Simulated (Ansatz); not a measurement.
# Energy of AlRu along an even scaling of the cell

System: AlRu (2 atoms in the cell).
Method: Kohn-Sham DFT of a periodic cell, PBE0, Ansatz PAW, no spin polarisation (Ansatz 0.2.0).

The 6 runs differ only in the geometry, by an even scaling of the cell at fixed fractional positions. The structure derives from an entry of the Crystallography Open Database.

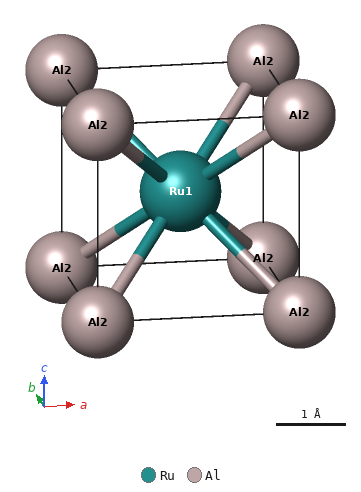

Figure 1. The structure of run 4 (ball-and-stick view of the cell of the calculation, seen slightly off an axis; atoms are numbered from 1 in the order of the input). An atom can appear more than once, as a periodic image.

**Input of run 4**
```yaml
crystal:
  lattice:
    - [3.0114124979, 0.0, 0.0]
    - [0.0, 3.0114124979, 0.0]
    - [0.0, 0.0, 3.0114124979]
  atoms:
    - { symbol: Ru, position: [0.5, 0.5, 0.5] }
    - { symbol: Al, position: [0.0, 0.0, 0.0] }
hamiltonian:
  xc: pbe0
  pseudopotentials: { kind: paw }
kpoints:
  mp_grid: { grid: [6, 6, 6] }
scf:
  occupations: { method: fermi_dirac, width: 0.05 }
output:
  forces: true
  stress: true
  eigenvalues: true
```

Run 5 differs from it as follows:
```diff
-    - [3.0114124979, 0.0, 0.0]
-    - [0.0, 3.0114124979, 0.0]
-    - [0.0, 0.0, 3.0114124979]
+    - [3.0309676725, 0.0, 0.0]
+    - [0.0, 3.0309676725, 0.0]
+    - [0.0, 0.0, 3.0309676725]
```

**Results, with one run withheld**

| run | volume per atom (Å³) | free energy per atom, from the lowest run given (meV) | pressure (GPa) |
| --- | --- | --- | --- |
| 1 | 12.584 | 12.36 | 10.16 |
| 2 | 12.851 | 0.00 | 4.72 |
| 3 | 13.387 | 0.25 | −4.53 |
| 4 | 13.655 | 11.15 | −8.45 |
| 5 | 13.922 | ? | ? |
| 6 | 14.190 | 50.95 | −15.12 |

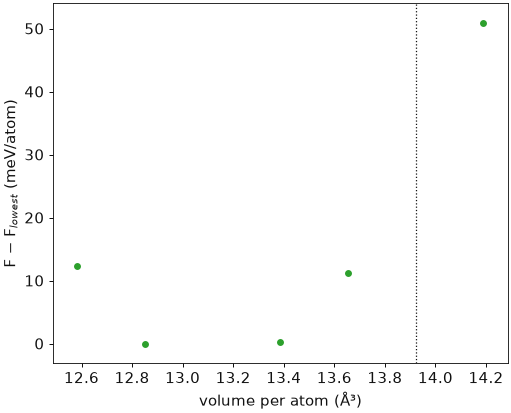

Figure 2. Free energy per atom of the runs given; the dotted line marks run 5.

Fit the runs given and predict run 5.

A cubic polynomial in V^(−2/3) (the Birch–Murnaghan form), fitted to the 5 runs given, misses them by at most 0.02 meV per atom. With x = V^(−2/3) − 0.17803 Å⁻², it reads F = −1.6034 − 2355.2 x + 6.4274e+05 x² + 6.7852e+05 x³ (meV per atom). At run 5 it gives 28.24 meV per atom, and the run itself gives 28.27. The slope of the fit gives a pressure −dF/dV of −11.97 GPa there, and the run prints −11.97 GPa. The fit has its minimum at 13.110 Å³ per atom, where V d²F/dV² gives 227 GPa: the bulk modulus at this level, since symmetry fixes the shape and the positions.

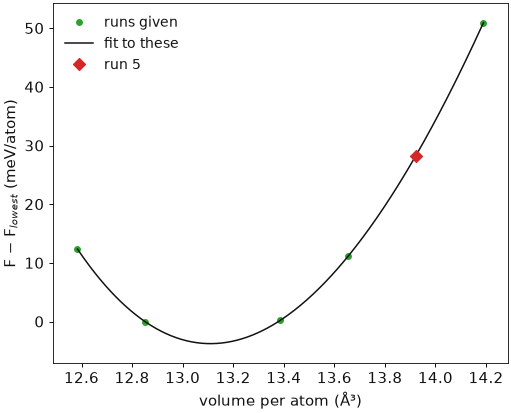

Figure 3. The fit and the withheld run.

**Output, shortened to warnings, some set-up lines, iterations and results (run 5)**
```
Warning: output.stress: scf.convergence.dr2_threshold = 1e-7 eV (the SCF's general default) is looser than the 2e-10 eV advised for a printed stress (1e-10 eV for each atom of the cell: 2). What an SCF threshold leaves in a stress goes as its square root, and in the free energy as the threshold itself, and one threshold admits the most on a small cell: of the crystals measured, under no hybrid …
Warning: output.stress: scf.exx.energy_threshold = 1e-6 eV is looser than the 2e-8 eV advised for a stress under a hybrid functional (1e-8 eV for each atom of the cell: 2). Every SCF of the exchange loop can meet its threshold on dr2 while the loop round them stops early: no threshold on dr2 bounds what that leaves in the stress. Set scf.exx.energy_threshold to 2e-8 eV or tighter. The threshold …
Basis set: ecut = 420 eV, 515 PW (Γ), exchange–correlation on 48×48×48 points (8 copies of the dense FFT grid, shifted against one another)
Symmetry: 48 space group operations
k-points: 20 of 216
Initial density: superposition of atomic densities (neutral atoms: chi_scale 0, normalization atom), corrected by the library's trained network
[...]
SCF iter   1: F=—  HF=-6417.461202 eV  |F-HF|=—  |Δ(HF+E_count)|=         —  Δρ=1.05e-2  dr2=1.23e-2  ethr=1.77e-3  ⟨swp⟩=6.2  Hψ=1137  notcnv=0
SCF iter   2: F=—  HF=-6417.459659 eV  |F-HF|=—  |Δ(HF+E_count)|=   1.54e-3  Δρ=5.56e-3  dr2=3.71e-3  ethr=6.48e-5  ⟨swp⟩=2.8  Hψ=536  notcnv=0  defer=1
SCF iter   3: F=—  HF=-6417.458972 eV  |F-HF|=—  |Δ(HF+E_count)|=   6.87e-4  Δρ=2.77e-4  dr2=8.20e-6  ethr=4.61e-8  ⟨swp⟩=4.0  Hψ=1256  notcnv=0
SCF iter   4: F=—  HF=-6417.458975 eV  |F-HF|=—  |Δ(HF+E_count)|=   2.72e-6  Δρ=8.71e-5  dr2=1.11e-6  ethr=4.32e-8  ⟨swp⟩=3.0  Hψ=557  notcnv=0
SCF iter   5: F=—  HF=-6417.458975 eV  |F-HF|=—  |Δ(HF+E_count)|=  5.38e-10  Δρ=1.11e-5  dr2=1.63e-8  ethr=5.86e-9  ⟨swp⟩=3.0  Hψ=501  notcnv=0
[... 57 lines ...]
SCF iter   1: F=—  HF=-6419.322184 eV  |F-HF|=—  |Δ(HF+E_count)|=         —  Δρ=4.44e-5  dr2=2.26e-7  ethr=2.49e-7  ⟨swp⟩=2.1  Hψ=563  notcnv=0
SCF iter   2: F=—  HF=-6419.322184 eV  |F-HF|=—  |Δ(HF+E_count)|=   2.21e-8  Δρ=4.19e-6  dr2=8.02e-8  ethr=7.77e-10  ⟨swp⟩=3.9  Hψ=593  notcnv=0
SCF iter   3: F=—  HF=-6419.322184 eV  |F-HF|=—  |Δ(HF+E_count)|=   4.32e-7  Δρ=1.11e-5  dr2=1.01e-8  ethr=3.27e-11  ⟨swp⟩=4.0  Hψ=831  notcnv=0
SCF iter   4: F=-6419.322184 eV  HF=-6419.322184 eV  |F-HF|=1.46e-11  |Δ(HF+E_count)|=   2.24e-9  Δρ=8.53e-7  dr2=4.43e-9  ethr=2.87e-11  ⟨swp⟩=2.2  Hψ=478  notcnv=0
SCF 10 converged in 4 iterations: F = -6419.322184 eV  dr2 = 4.43e-9
  Residual-converged pass: ⟨swp⟩=2.5  Hψ=475  notcnv=0  max |occ|·‖R‖ = 1.7e-6 eV (tolerance 1.7e-6 eV)  dr2=4.43e-9  dr2_onsite=6.59e-12  max |Δocc| = 6.7e-14
hybrid outer 9: dexx = +5.103e-7 eV, tail = 2.30e-8 eV, Δε = 1.94e-2 eV (about 3.10e-3 eV left of the loop's levels)
hybrid SCF converged: 9 outer / 50 inner (+7 warm-up), last move |dexx| = 5.10e-7 eV, tail = 2.30e-8 eV
Stability not checked: this state was not tested for a lower state beside it, because the functional holds exact exchange (a hybrid, or Hartree-Fock), whose exchange loop this test does not read (fock_operator; see scf.lower_state_search)
Free energy (F): -6419.322184 eV
Frozen-core exchange: fock
Harris-Foulkes:  -6419.322184 eV  (|F-HF|=1.46e-11)
Internal energy: -6419.320350 eV  (E = F + TS)
E sigma→0 (E₀):  -6419.321267 eV
Entropy (-TS):   -0.001834 eV (-0.917 meV/atom)
Fermi energy:    14.721877 eV
--- Per-component energies (eV) ---
  E_band       = -175.855196
  E_kinetic    = 542.383391
  E_local      = -1835.955383  (includes V_loc(G=0)·N_el)
  E_nonlocal   = 352.712962
  E_hartree    = 652.995126
  E_xc         = -179.141847
  E_vxc        = -208.595468  (∫ρ·V_xc dr)
  E_exx        = -66.525351  (= α·E_x^exact, valence–valence)
  E_paw        = -3916.342811  (= ΣΔE_a)
  E_vpaw       = -199.340097  (= ΣTr[D̂ρ^β])
  E_aug_tail   = -0.000172  (compensation charges beyond the density's cutoff)
  E_ewald      = -1968.914041
  E_core_change = -0.532227  (= ΣΔE_core)
  E_smearing   = -0.001834  (= −TS)
  E_closure    = 0.000000  (closes the sum)
  Σ components = -6419.322184   (vs F -6419.322184, Δ=0.00e0)
--- Forces (eV/Å), atoms counted from 1 ---
  atom   1  Ru     0.00000000     0.00000000    -0.00000000
  atom   2  Al     0.00000000    -0.00000000     0.00000000
  max |Σ_I F_I| component: 4.10e-29 eV/Å
--- Stress (GPa, compression-positive) ---
      -11.968431      -0.000000       0.000000
        0.000000     -11.968431       0.000000
        0.000000       0.000000     -11.968431
  P = ⅓ Tr σ = -11.9684 GPa (-119.684 kbar)
```

Warnings of the run: the exchange loop's threshold is looser than advised for the stress; the SCF threshold is looser than advised for the printed stress.
